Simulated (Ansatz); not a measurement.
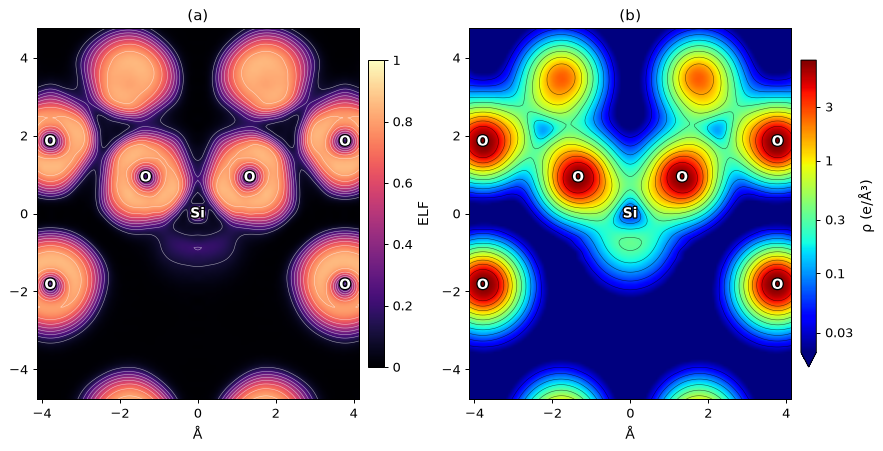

SiO2. (a) electron localisation function; (b) valence charge density (pseudo) on the (100) plane of the calculation cell.

Space group P6₂22; a structure from a database of computed crystals, not necessarily the ambient phase.

Theory: Ansatz, DFT PBE, scalar-relativistic, plane waves, PAW.

In a PAW calculation such maps are meaningful between the atoms, not at the nuclei.

```
Si O
1.0
     5.10538    0.00000    5.58505
     5.10538    0.00000   -5.58505
     0.00000    8.84278    0.00000
Si O
12 24
Cartesian
  3.8290 2.2107 3.7233
  3.8290 2.2107 -1.8617
  6.3817 6.6321 3.7233
  6.3817 6.6321 -1.8617
  6.3817 2.2107 -3.7233
  6.3817 2.2107 1.8617
  3.8290 6.6321 1.8617
  3.8290 6.6321 -3.7233
  7.6581 0.0000 0.0000
  2.5527 0.0000 0.0000
  0.0000 4.4214 0.0000
  5.1054 4.4214 0.0000
  2.5527 2.5819 2.7925
  2.5527 2.5819 -2.7925
  5.1054 7.0033 2.7925
  5.1054 7.0033 -2.7925
  4.1457 3.5017 -0.9309
  9.2511 3.5017 -0.9309
  6.6984 7.9230 -0.9309
  1.5930 7.9230 -0.9309
  0.9597 3.5017 0.9309
  6.0650 3.5017 0.9309
  3.5123 7.9230 0.9309
  8.6177 7.9230 0.9309
  5.1054 1.8395 -2.7925
  5.1054 1.8395 2.7925
  2.5527 6.2609 2.7925
  2.5527 6.2609 -2.7925
  8.6177 0.9197 -0.9309
  3.5123 0.9197 -0.9309
  0.9597 5.3411 -0.9309
  6.0650 5.3411 -0.9309
  1.5930 0.9197 0.9309
  6.6984 0.9197 0.9309
  4.1457 5.3411 0.9309
  9.2511 5.3411 0.9309
```

### Describe what can be read from this map.

Atoms in the plane: Si and O. Atoms just off the plane (Si, 0.3 Å away and O, 0.5 Å away) can leave unmarked features too. Si–O (1.62 Å): ρ is about 1.2 e/Å³ halfway; the ELF peaks at about 0.85 between the atoms (a polar covalent bond). Between the atoms the lowest density in this plane is 0.006 e/Å³. The ELF also peaks beside O, away from the bonds: lone-pair regions.
